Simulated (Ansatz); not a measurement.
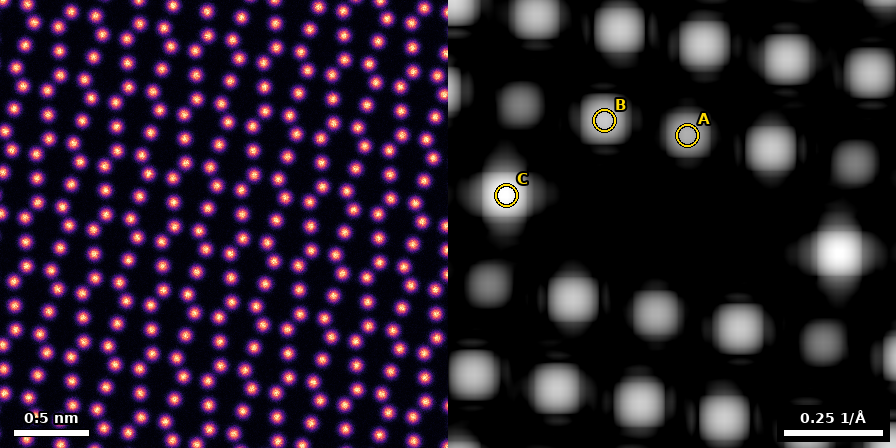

HAADF-like image of Ru (Cmce, No. 64) along [100]. Simulation: incoherent imaging, intensity Z^1.7 per atom, probe width 0.65 Å, thin sample. Shot noise was added. Structure used: the geometry relaxed with DFT PBE, scalar-relativistic, plane waves, PAW in Ansatz 0.2.0; the starting structure was generated, so it need not be a known form of this composition.

The right panel is the modulus of the image's Fourier transform on a logarithmic scale.

a = 4.329 Å, b = 8.650 Å, c = 4.648 Å, α = 90.00°, β = 90.00°, γ = 90.00°

Q: Index the marked spots and give their plane spacings (the zone axis points at the viewer; indices equivalent by symmetry, or all signs reversed, are as good).

A: (0 -2 0), d = 4.33 Å; B: (0 -2 -1), d = 3.17 Å; C: (0 0 -2), d = 2.32 Å. A and B enclose 43°, and every spot obeys the zone law hu + kv + lw = 0 for [100].
